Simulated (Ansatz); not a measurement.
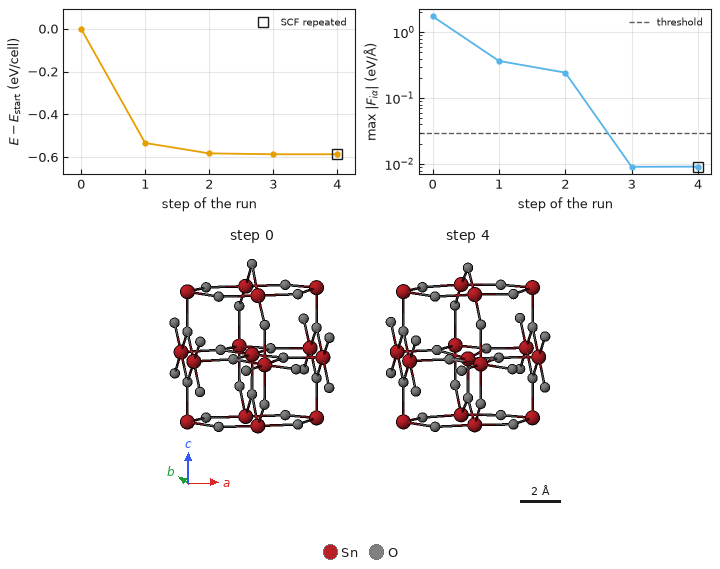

First and last geometry of a relaxation of a defect cell of composition Sn8O15 (cell charge +1), with the history of the run. The picture is a ball-and-stick view of the atoms within 5.0 Å of the atom that moves most (axes of the larger cell on standard axes (2 times the calculation's cell) (origin shifted)), seen slightly off an axis.

These are results of DFT PBEsol, scalar-relativistic, plane waves, PAW in Ansatz, not measurements. Set-up: plane-wave cutoff 420 eV; k-point mesh 3 × 3 × 3; occupations gaussian; smearing width 0.02 eV; collinear spin; atoms relaxed in a fixed cell; force threshold 0.03 eV/Å; at most 40 steps.

### Read the history and describe the run.

It converged. A Sn atom moves most: 0.23 Å along −c. Largest moves by element: Sn 0.23 Å, O 0.20 Å. The lattice vectors keep their values. Among the contacts that change: O–Sn 2.090 → 2.012 Å, O–Sn 2.105 → 2.044 Å, O–Sn 2.069 → 2.039 Å, O–Sn 2.080 → 2.051 Å. Among the angles between lasting bonds that change: Sn–O–Sn 96.3° → 113.5°, O–Sn–O 177.9° → 165.6°, Sn–O–Sn 131.7° → 123.3°. The energy falls by 0.586 eV per cell of the calculation in 3 accepted moves (4 points after the start). The largest force component goes from 1.8 to 0.0092 eV/Å. 1 step only repeated the SCF at the same geometry. The program noted that the starting moments weren't kept.

```csv
step,"E − E(0), meV/atom","largest force component, eV/Å",note
0,0.00,1.7518,
1,-23.20,0.3679,
2,-25.32,0.2446,
3,-25.50,0.0091,
4,-25.50,0.0092,"same geometry, SCF repeated"
```

Limits of the set-up: the periodic images lie only 6.7 Å apart, so the values are limited by the cell's size; the cell is charged, on a uniform background, and energies carry no finite-size correction.
